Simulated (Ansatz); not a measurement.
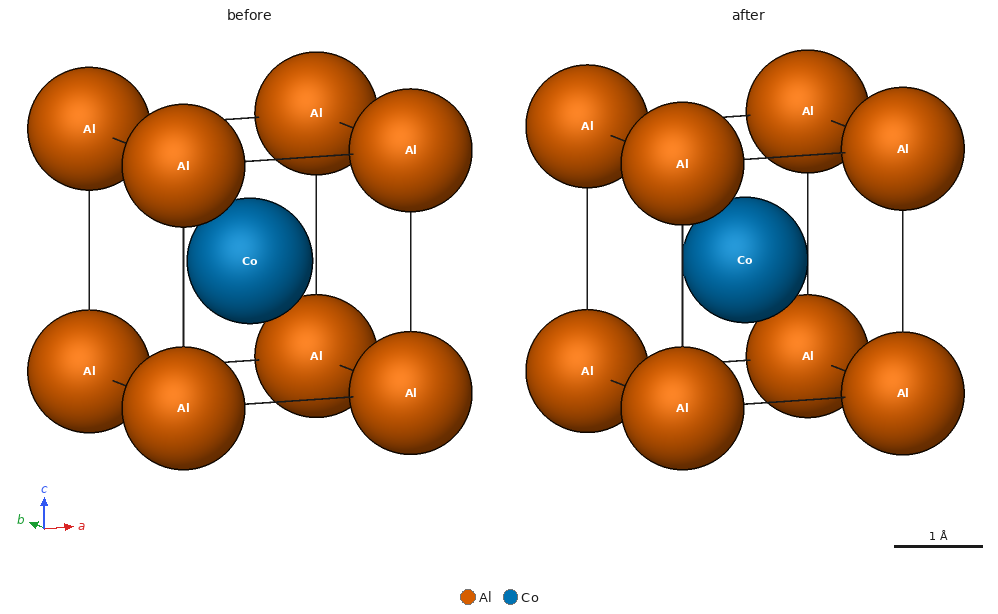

Left: a crystal of AlCo (set up in Pm-3m). Right: the same structure after one change, at the same scale. Style: spheres-only. Shown: the cell of the calculation, slightly off an axis.

All numbers below come from DFT PBEsol, scalar-relativistic, plane waves, PAW (Ansatz 0.2.0). (plane-wave cutoff 420 eV; k-point mesh 18 × 18 × 18; occupations gaussian; smearing width 0.1 eV; no spin polarisation)

Q: Which change leads from the left to the right?

A: Uniaxial strain along a, −3.0 %, is applied. The b and c axes and the atoms are relaxed.

Q: How do the computed properties respond?

A: Cell: a 2.823 → 2.738 Å (−3.0 %), b = c 2.823 → 2.847 Å (+0.9 %). Volume −1.3 %. No atom moves by more than 0.005 Å relative to the cell. Some distances before and after: Al–Al 2.823 → 2.738 to 2.847 Å, Co–Co 2.823 → 2.738 to 2.847 Å, Al–Co 2.444 → 2.434 Å. The space group (tolerance 0.01 Å) goes from Pm-3m (No. 221) to P4/mmm (No. 123). The energy rises by 9.1 meV per atom. Pressure: 0.0 GPa before, 2.9 GPa after. The principal stresses (compression positive) are 8.7 GPa along a and none across it. It is metallic before and after.
